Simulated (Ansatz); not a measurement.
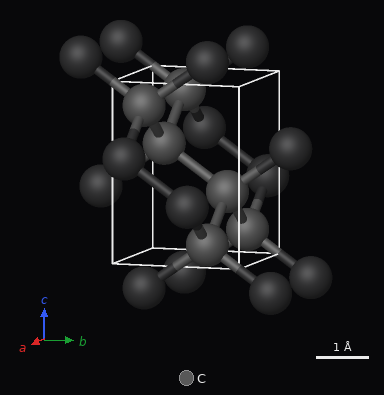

View slightly off an axis, drawn as a ball-and-stick model. The lines enclose the conventional unit cell; boundary atoms appear with their images. Bonds that leave the box are completed with the atoms at their other ends, in fainter colours.

C, space group Imma (No. 74), a = 2.457 Å, b = 2.578 Å, c = 3.560 Å, α = 90.00°, β = 90.00°, γ = 90.00°. Its origin is a structure type filled with this element by a generator (whether the element takes this form wasn't checked). The cell was then strained or its atoms displaced on purpose. It went into a calculation with Ansatz.

This one geometry was computed with Ansatz (DFT, plane waves, PAW) at three levels of theory: HSE06, r2SCAN and PBE. It was relaxed with r2SCAN and then strained.

Q: Which level gives the highest pressure at this volume, and what does that say about its equilibrium volume?

A: Highest: PBE (5.4 GPa), which points to the largest equilibrium volume. Lowest, with the smallest volume: HSE06 (-4.6 GPa). Levels within 0.5 GPa of each other can't be told apart.

Q: How does the band gap change with the level of theory?

A: PBE: a gap of 3.78 eV, indirect; r2SCAN: a gap of 4.00 eV, indirect; HSE06: a gap of 4.92 eV, indirect.

Q: Collect the results in a table.

A:
| level | cutoff (eV) | k-mesh of the run's cell | gap (eV) | pressure (GPa) |
| --- | --- | --- | --- | --- |
| HSE06 | 420 | 8×8×8 | 4.92 | -4.6 |
| r2SCAN | 500 | 12×12×12 | 4.00 | 1.2 |
| PBE | 420 | 12×12×12 | 3.78 | 5.4 |

Gaps are taken on the k-mesh or band path of each run.
